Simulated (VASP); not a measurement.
# GaAs(110): relaxation, ionisation energy and affinity, part 2 of 3

Where do the bulk band edges lie against the vacuum outside GaAs(110)?

VASP 6.6.1; PBEsol; plane waves and PAW (Ga, As).

So far, gap on the k-mesh (eV): step 3 (band edges of the bulk) 0.404.

**4. Relaxing the slab**

System of this step: GaAs(110). The cell holds 18 atoms: 9 Ga and 9 As. Cell: a = 4.018 Å, b = 5.682 Å, c = 32.071 Å, α = 90.0°, β = 90.0°, γ = 90.0°. It derives from GaAs. 9 layers, cut at this functional's lattice. Vacuum lies along c.

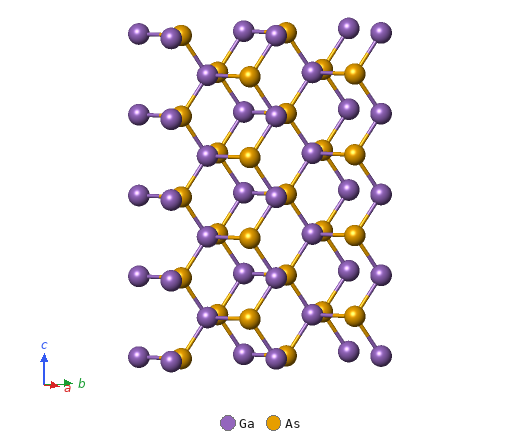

The cell of this step (gallium purple, arsenic orange). 1×2×1 cells are drawn. Some periodic images of atoms are drawn too.

All atoms relax at the fixed cell.

INCAR reads:

```
SYSTEM = GaAs
PREC = Normal
ENCUT = 320
EDIFF = 1E-05
NELM = 120
ISMEAR = 0
SIGMA = 0.03
LREAL = Auto
ALGO = Fast
GGA = PS
NBANDS = 54
LORBIT = 11
LWAVE = .FALSE.
LCHARG = .FALSE.
KPAR = 2
NCORE = 2
LASPH = .TRUE.
IBRION = 2
NSW = 60
ISIF = 2
EDIFFG = -0.03
POTIM = 0.4
MAXMIX = 40
IDIPOL = 3
LDIPOL = .TRUE.
DIPOL = 0.5 0.5 0.5
```

POSCAR reads:

```
GaAs
1.0
    4.0176299915      0.0000000000      0.0000000000
    0.0000000000      5.6817868226      0.0000000000
    0.0000000000      0.0000000000     32.0705199661
Ga As
9 9
Direct
    0.0000000000      0.0000000000      0.2494502700
    0.5000000000      0.5000000000      0.3120877100
    0.0000000000      0.0000000000      0.3747251400
    0.5000000000      0.5000000000      0.4373625700
    0.0000000000      0.0000000000      0.5000000000
    0.5000000000      0.5000000000      0.5626374300
    0.0000000000      0.0000000000      0.6252748600
    0.5000000000      0.5000000000      0.6879122900
    0.0000000000      0.0000000000      0.7505497300
    0.0000000000      0.7500000000      0.3120877100
    0.5000000000      0.2500000000      0.2494502700
    0.0000000000      0.7500000000      0.4373625700
    0.5000000000      0.2500000000      0.3747251400
    0.0000000000      0.7500000000      0.5626374300
    0.5000000000      0.2500000000      0.5000000000
    0.0000000000      0.7500000000      0.6879122900
    0.5000000000      0.2500000000      0.6252748600
    0.5000000000      0.2500000000      0.7505497300
```

KPOINTS reads:

```
Automatic mesh
0
Gamma
6 4 1
0 0 0
```

Potentials, in the order of the species: Ga and As (PBE family, release 64).

Launch:

```sh
$ mpirun -np 4 vasp_std
```

The log of the run:

```text
[banner, memory and clock lines left out]
running    4 mpi-ranks, on    1 nodes
 distrk:  each k-point on    2 cores,    2 groups
 distr:  one band on    2 cores,    1 groups

 POSCAR found type information on POSCAR GaAs
 POSCAR found :  2 types and      18 ions
 [... a notice as in an earlier step ...]

 LDA part: xc-table for (Slater+PW92), standard interpolation
 POSCAR, INCAR and KPOINTS ok, starting setup
 FFT: planning ... GRIDC
 FFT: planning ... GRID_SOFT
 FFT: planning ... GRID
 WAVECAR not read
 entering main loop
       N       E                     dE             d eps       ncg     rms          rms(c)
DAV:   1     0.298675431128E+03    0.29868E+03   -0.18709E+04  1296   0.691E+02
DAV:   2    -0.443289720851E+02   -0.34300E+03   -0.33028E+03  1734   0.150E+02
DAV:   3    -0.793293968847E+02   -0.35000E+02   -0.34535E+02  1568   0.502E+01
DAV:   4    -0.806601352105E+02   -0.13307E+01   -0.13264E+01  1720   0.110E+01
DAV:   5    -0.807015679103E+02   -0.41433E-01   -0.41413E-01  1660   0.185E+00    0.115E+01
RMM:   6    -0.786937580548E+02    0.20078E+01   -0.20604E+00  1296   0.308E+00    0.659E+00
RMM:   7    -0.783073733078E+02    0.38638E+00   -0.26568E+00  1298   0.345E+00    0.149E+00
RMM:   8    -0.782556837292E+02    0.51690E-01   -0.39312E-01  1297   0.168E+00    0.436E-01
RMM:   9    -0.782417307832E+02    0.13953E-01   -0.27166E-02  1324   0.534E-01    0.184E-01
RMM:  10    -0.782428325572E+02   -0.11018E-02   -0.10464E-02  1372   0.255E-01    0.101E-01
RMM:  11    -0.782440265567E+02   -0.11940E-02   -0.23731E-03  1381   0.122E-01    0.523E-02
RMM:  12    -0.782448587415E+02   -0.83218E-03   -0.86421E-04  1297   0.769E-02    0.387E-02
RMM:  13    -0.782452198712E+02   -0.36113E-03   -0.60910E-04  1295   0.528E-02    0.192E-02
RMM:  14    -0.782455774524E+02   -0.35758E-03   -0.24368E-04  1209   0.313E-02    0.126E-02
RMM:  15    -0.782457140331E+02   -0.13658E-03   -0.73633E-05  1070   0.187E-02    0.595E-03
RMM:  16    -0.782457599334E+02   -0.45900E-04   -0.28872E-05   945   0.112E-02    0.326E-03
RMM:  17    -0.782458100155E+02   -0.50082E-04   -0.13109E-05   892   0.741E-03    0.284E-03
RMM:  18    -0.782458336750E+02   -0.23659E-04   -0.40333E-06   727   0.394E-03    0.121E-03
RMM:  19    -0.782458615939E+02   -0.27919E-04   -0.25705E-06   558   0.302E-03    0.108E-03
RMM:  20    -0.782458711092E+02   -0.95153E-05   -0.35532E-07   465   0.233E-03
   1 F= -.78245871E+02 E0= -.78245867E+02  d E =-.782459E+02
 curvature:   0.00 expect dE= 0.000E+00 dE for cont linesearch  0.000E+00
 trial: gam= 0.00000 g(F)=  0.422E+00 g(S)=  0.000E+00 ort = 0.000E+00 (trialstep = 0.100E+01)
 search vector abs. value=  0.422E+00
 bond charge predicted
       N       E                     dE             d eps       ncg     rms          rms(c)
DAV:   1    -0.785929359339E+02   -0.34707E+00   -0.40439E+00  1450   0.561E+00    0.622E-01
RMM:   2    -0.786102830019E+02   -0.17347E-01   -0.21938E-01  1297   0.127E+00    0.265E-01
RMM:   3    -0.786136826478E+02   -0.33996E-02   -0.30138E-02  1313   0.520E-01    0.184E-01
RMM:   4    -0.786140286115E+02   -0.34596E-03   -0.76413E-03  1351   0.244E-01    0.673E-02
RMM:   5    -0.786141459222E+02   -0.11731E-03   -0.15501E-03  1383   0.110E-01    0.214E-02
RMM:   6    -0.786141816909E+02   -0.35769E-04   -0.26367E-04  1322   0.460E-02    0.909E-03
RMM:   7    -0.786142198771E+02   -0.38186E-04   -0.61999E-05  1080   0.217E-02    0.300E-03
RMM:   8    -0.786142271803E+02   -0.73031E-05   -0.16347E-05   893   0.103E-02
   2 F= -.78614227E+02 E0= -.78614227E+02  d E =-.368356E+00
[... from here on, the cycles between the ionic steps are left out ...]
   3 F= -.79047569E+02 E0= -.79047569E+02  d E =-.801698E+00
   4 F= -.79065971E+02 E0= -.79065971E+02  d E =-.820100E+00
   5 F= -.79393083E+02 E0= -.79393083E+02  d E =-.327112E+00
   6 F= -.79572342E+02 E0= -.79572342E+02  d E =-.506371E+00
   7 F= -.79641511E+02 E0= -.79641511E+02  d E =-.691689E-01
   8 F= -.79642082E+02 E0= -.79642082E+02  d E =-.697403E-01
   9 F= -.79661845E+02 E0= -.79661845E+02  d E =-.197625E-01
  10 F= -.79670607E+02 E0= -.79670607E+02  d E =-.285245E-01
  11 F= -.79680933E+02 E0= -.79680933E+02  d E =-.103262E-01
  12 F= -.79681457E+02 E0= -.79681457E+02  d E =-.108499E-01
  13 F= -.79685158E+02 E0= -.79685158E+02  d E =-.370088E-02
  14 F= -.79685228E+02 E0= -.79685228E+02  d E =-.377133E-02
  15 F= -.79687794E+02 E0= -.79687794E+02  d E =-.256564E-02
  16 F= -.79688015E+02 E0= -.79688015E+02  d E =-.278694E-02
  17 F= -.79690428E+02 E0= -.79690428E+02  d E =-.241272E-02
  18 F= -.79690675E+02 E0= -.79690675E+02  d E =-.265988E-02
  19 F= -.79691741E+02 E0= -.79691741E+02  d E =-.106638E-02
  20 F= -.79691784E+02 E0= -.79691784E+02  d E =-.110914E-02
  21 F= -.79692501E+02 E0= -.79692501E+02  d E =-.716568E-03
  22 F= -.79692515E+02 E0= -.79692515E+02  d E =-.731110E-03
 curvature:  -5.18 expect dE=-0.119E-02 dE for cont linesearch -0.206E-05
 trial: gam= 0.53547 g(F)=  0.229E-03 g(S)=  0.000E+00 ort =-0.210E-04 (trialstep = 0.324E+01)
 search vector abs. value=  0.525E-03
 bond charge predicted
       N       E                     dE             d eps       ncg     rms          rms(c)
DAV:   1    -0.796926462540E+02   -0.13303E-03   -0.46480E-02  1296   0.663E-01    0.659E-02
RMM:   2    -0.796927003231E+02   -0.54069E-04   -0.24142E-03  1296   0.145E-01    0.467E-02
RMM:   3    -0.796928351928E+02   -0.13487E-03   -0.39691E-04  1303   0.620E-02    0.238E-02
RMM:   4    -0.796928261137E+02    0.90791E-05   -0.10032E-04  1299   0.292E-02    0.125E-02
RMM:   5    -0.796928583475E+02   -0.32234E-04   -0.23622E-05   956   0.145E-02    0.768E-03
RMM:   6    -0.796928555241E+02    0.28234E-05   -0.68170E-06   864   0.725E-03
  23 F= -.79692856E+02 E0= -.79692856E+02  d E =-.340292E-03
 trial-energy change:   -0.000340  1 .order   -0.000350   -0.000706    0.000006
 step:   3.2161(harm=  3.2161)  dis= 0.00589  next Energy=   -79.692865 (dE=-0.350E-03)
 reached required accuracy - stopping structural energy minimisation
```

Elapsed: 3.9 min, on 4 MPI ranks of Intel Xeon 6975P-C (Granite Rapids), shared host; peak memory 0.96 GiB.

Parts of OUTCAR (step 4):

```text
  LATTYP: Found a simple orthorhombic cell.
 ALAT       =     4.0176299915
 B/A-ratio  =     1.4142135624
 C/A-ratio  =     7.9824473717

 Subroutine GETGRP returns: Found  4 space group operations
 (whereof  4 operations were pure point group operations)

The static configuration has the point symmetry C_2v.

 Found     12 irreducible k-points:

   k-points           NKPTS =     12   k-points in BZ     NKDIM =     12   number of bands    NBANDS=     54

   dimension x,y,z NGX =    18 NGY =   28 NGZ =  140
   dimension x,y,z NGXF=    36 NGYF=   56 NGZF=  280

   ENCUT  =  320.0 eV  23.52 Ry    4.85 a.u.   5.86  8.29 46.78*2*pi/ulx,y,z

   NELECT =      72.0000    total number of electrons

 dipolmoment           0.000000      0.000000     -0.000000 electrons x Angstroem

 E-fermi :  -0.5558

 k-point     1 :       0.0000    0.0000    0.0000
  band No.  band energies     occupation
    ...
     32      -1.0917      2.00000
     33      -1.0700      2.00000
     34      -0.9697      2.00000
     35      -0.8451      2.00000
     36      -0.7404      2.00000
     37       0.0769      0.00000
     38       0.7174      0.00000
     39       0.7745      0.00000
     40       0.8953      0.00000
     41       0.9562      0.00000
    ...

 k-point     2 :       0.1667    0.0000    0.0000
  band No.  band energies     occupation
    ...
     32      -1.9787      2.00000
     33      -1.7186      2.00000
     34      -1.6379      2.00000
     35      -1.3850      2.00000
     36      -1.1449      2.00000
     37       0.9772      0.00000
     38       1.2728      0.00000
     39       1.3039      0.00000
     40       1.7737      0.00000
     41       1.8497      0.00000
    ...

  Total       -2.1544053     -1.0883241     -0.3332890      0.0000000      0.0000000      0.0000000
  in kB       -4.7149502     -2.3818145     -0.7294083      0.0000000      0.0000000      0.0000000
  external PRESSURE =      -2.6087244 kB  Pullay stress =       0.0000000 kB

  energy-cutoff  :      320.00
  volume of cell :      732.08
      direct lattice vectors                 reciprocal lattice vectors
     4.017629991  0.000000000  0.000000000     0.248902961  0.000000000  0.000000000
     0.000000000  5.681786823  0.000000000     0.000000000  0.176000971  0.000000000
     0.000000000  0.000000000 32.070519966     0.000000000  0.000000000  0.031181284

 POSITION                                       TOTAL-FORCE (eV/Angst)
 -----------------------------------------------------------------------------------
      0.00000      0.35105      8.45946         0.000000      0.013252     -0.009628
      2.00881      2.75046      9.90697         0.000000     -0.016555      0.007576
      0.00000      5.62599     12.03907         0.000000     -0.007729     -0.004366
      2.00881      2.77452     14.01122         0.000000     -0.001481      0.006218
      4.01763      5.62565     16.03526         0.000000     -0.006911     -0.000000
      2.00881      2.77452     18.05930         0.000000     -0.001481     -0.006218
      0.00000      5.62599     20.03145         0.000000     -0.007729      0.004366
      2.00881      2.75046     22.16355         0.000000     -0.016555     -0.007576
      0.00000      0.35105     23.61106         0.000000      0.013252      0.009628
      0.00000      4.17852     10.02449         0.000000     -0.012652      0.015564
      2.00881      1.53264      7.74614        -0.000000      0.009066     -0.000178
      4.01763      4.19617     14.03589         0.000000      0.002403     -0.011513
      2.00881      1.37438     11.98261         0.000000      0.010769      0.004116
      4.01763      4.19617     18.03463         0.000000      0.002403      0.011513
      2.00881      1.36343     16.03526         0.000000      0.012763     -0.000000
      0.00000      4.17852     22.04603        -0.000000     -0.012652     -0.015564
      2.00881      1.37438     20.08791         0.000000      0.010769     -0.004116
      2.00881      1.53264     24.32438         0.000000      0.009066      0.000178
 -----------------------------------------------------------------------------------
    total drift:                                0.000000     -0.030337     -0.000007

  FREE ENERGIE OF THE ION-ELECTRON SYSTEM (eV)
  ---------------------------------------------------
  free  energy   TOTEN  =       -79.6928555241 eV

  energy  without entropy=      -79.6928555241  energy(sigma->0) =      -79.69285552

 vacuum level on the upper side and lower side of the slab         4.092         4.092

 total charge
# of ion       s       p       d       tot
------------------------------------------
    1        1.161   1.018   0.104   2.282
    2        1.091   1.160   0.132   2.384
    3        1.095   1.177   0.131   2.403
    4        1.095   1.180   0.132   2.407
    5        1.095   1.189   0.134   2.418
    6        1.095   1.180   0.132   2.407
    7        1.095   1.177   0.131   2.403
    8        1.091   1.160   0.132   2.384
    9        1.161   1.018   0.104   2.282
   10        1.219   1.578   0.028   2.825
   11        1.266   1.480   0.024   2.770
   12        1.216   1.583   0.028   2.826
   13        1.218   1.573   0.027   2.818
   14        1.216   1.583   0.028   2.826
   15        1.216   1.581   0.027   2.824
   16        1.219   1.578   0.028   2.825
   17        1.218   1.573   0.027   2.818
   18        1.266   1.480   0.024   2.770
--------------------------------------------------
tot         21.030  24.265   1.375  46.670

[... 1 part as in an earlier step ...]

[... 7 further parts left out ...]
```

The run keeps the 4 symmetry operations of its start, so it cannot find a distortion of lower symmetry.

The steps of the relaxation (22 of 23):

| step | energy less that of the first step (eV) | largest force (eV/Å) |
| --- | --- | --- |
| 1 | 0.0000 | 1.6569 |
| 2 | -0.3684 | 1.3902 |
| 3 | -0.8017 | 0.9123 |
| 4 | -0.8201 | 1.0361 |
| 5 | -1.1472 | 0.7608 |
| 6 | -1.3265 | 0.6305 |
| 7 | -1.3956 | 0.2766 |
| 8 | -1.3962 | 0.2365 |
| 9 | -1.4160 | 0.1661 |
| 10 | -1.4247 | 0.1585 |
| 11 | -1.4351 | 0.0867 |
| 13 | -1.4393 | 0.0738 |
| 14 | -1.4394 | 0.0833 |
| 15 | -1.4419 | 0.0773 |
| 16 | -1.4421 | 0.0864 |
| 17 | -1.4446 | 0.0438 |
| 18 | -1.4448 | 0.0533 |
| 19 | -1.4459 | 0.0375 |
| 20 | -1.4459 | 0.0542 |
| 21 | -1.4466 | 0.0330 |
| 22 | -1.4466 | 0.0371 |
| 23 | -1.4470 | 0.0201 |

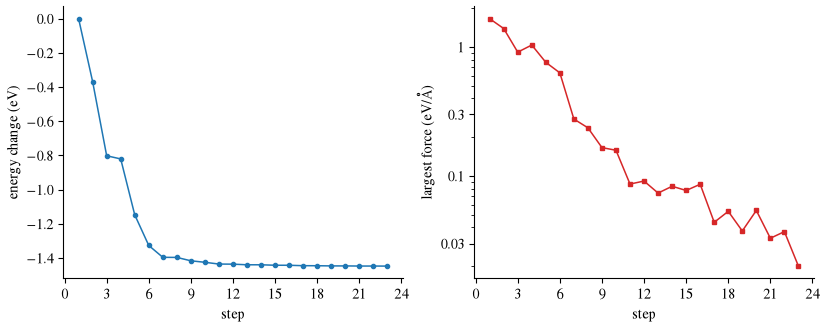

Energy and largest force along the relaxation.

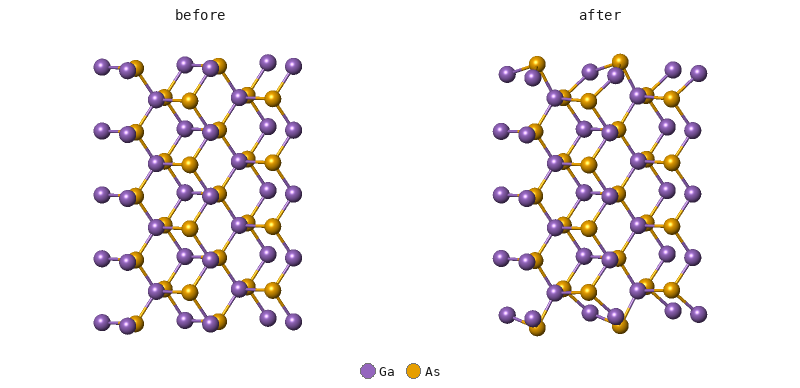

The structure before and after the relaxation, drawn at the same scale.

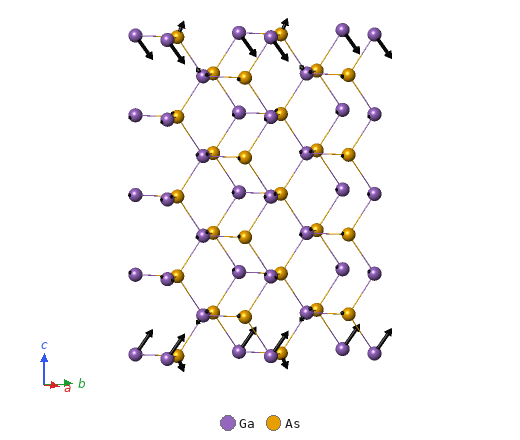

Displacements in the relaxation, exaggerated; the longest in the cell stands for 0.58 Å. 1×2×1 cells are drawn. Some periodic images of atoms are drawn too.

The atoms that moved most (Å):

| atom | dx | dy | dz | length |
| --- | --- | --- | --- | --- |
| Ga9 | 0.000 | 0.351 | -0.459 | 0.578 |
| Ga1 | 0.000 | 0.351 | 0.459 | 0.578 |
| As18 | 0.000 | 0.112 | 0.254 | 0.278 |
| As11 | 0.000 | 0.112 | -0.254 | 0.278 |
| Ga8 | 0.000 | -0.090 | 0.102 | 0.136 |
| Ga2 | 0.000 | -0.090 | -0.102 | 0.136 |
| As10 | 0.000 | -0.083 | 0.016 | 0.084 |
| As16 | 0.000 | -0.083 | -0.016 | 0.084 |

The relaxed structure:

```xyz
18
Lattice="4.0176 0.0000 0.0000 0.0000 5.6818 0.0000 0.0000 0.0000 32.0705" Properties=species:S:1:pos:R:3
Ga    0.0000    0.3510    8.4595
Ga    2.0088    2.7505    9.9070
Ga    0.0000   -0.0558   12.0391
Ga    2.0088    2.7745   14.0112
Ga    0.0000   -0.0561   16.0353
Ga    2.0088    2.7745   18.0593
Ga    0.0000   -0.0558   20.0314
Ga    2.0088    2.7505   22.1636
Ga    0.0000    0.3510   23.6111
As    0.0000    4.1785   10.0245
As    2.0088    1.5326    7.7461
As    0.0000    4.1962   14.0359
As    2.0088    1.3744   11.9826
As    0.0000    4.1962   18.0346
As    2.0088    1.3634   16.0353
As    0.0000    4.1785   22.0460
As    2.0088    1.3744   20.0879
As    2.0088    1.5326   24.3244
```

Numbers from this step:

```
electronic cycles              : 165
electrons                      : 72
free energy (TOTEN)            : -79.6929 eV
Fermi energy                   : -0.5558 eV
dipole moment                  : 0, 0, 0 e·Å
gap on the k-mesh              : 0.7935 eV
least direct gap on the k-mesh : 0.8173 eV
```

The run ended after 23 ionic steps, 1.447 eV below its first step, once the forces on the free atoms met EDIFFG = -0.03.

(Part 2 of 3 ends here.)

[Lines on the potential files, build, host, timing and source positions are cut from VASP's logs without a mark.]

[Logs are printed without paths, hosts, clocks, repeated set-up lines and the standing remarks that a program may print on its own settings, such as how far it seeks lower states.]

[Hosts, paths, dates, database ids (printed as entryN), source tags and the programs' standing remarks are cut or masked in the printed files.]

[Runs that stopped without an error message from VASP are left out.]
